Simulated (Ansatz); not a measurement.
GaSb

```
Ga Sb
1.0
     3.87352    0.00000    0.00000
     0.00000    3.87352    0.00000
     0.00000    0.00000    7.03514
Ga Sb
2 2
Direct
  0.00000 0.00000 0.24475
  0.50000 0.50000 0.74475
  0.00000 0.00000 0.85823
  0.50000 0.50000 0.35823
```

Space group I4mm; a generated structure, not necessarily the stable one.

Computed with DFT PBE, scalar-relativistic, plane waves, PAW in Ansatz.

Question: What can the converged valence pseudo-density and electron localisation function tell about the bonding?

Answer: Ga–Sb (2.72 Å): ρ is about 0.38 e/Å³ halfway; the ELF peaks at about 0.70 between the atoms.
Ga–Sb (2.85 Å): ρ is about 0.29 e/Å³ halfway; the ELF peaks at about 0.60 between the atoms.
Bader's partition of the density gives Ga +0.23 and Sb −0.23 e.

Question: What Bader charges does the calculation give?

Answer: Electrons move from Ga towards Sb. Bader charges: Ga +0.23 and Sb −0.23 e.

Question: Does the calculation give a band gap?

Answer: It is metallic or semimetallic at this level of theory: no gap opens.

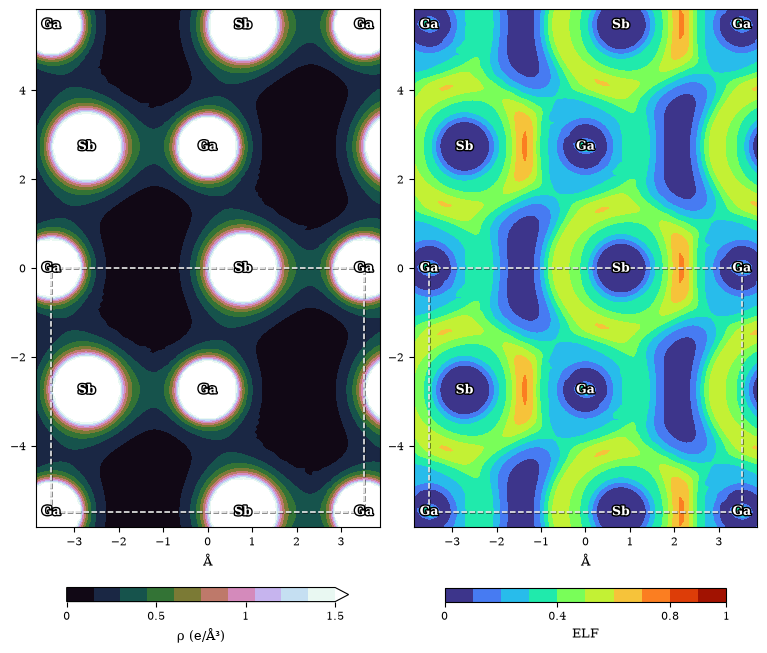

Computed valence pseudo-density and electron localisation function on the (11̄0) plane of the conventional cell, in this order. 

The density is the valence pseudo-density of a PAW calculation; it isn't the true density close to the nuclei.
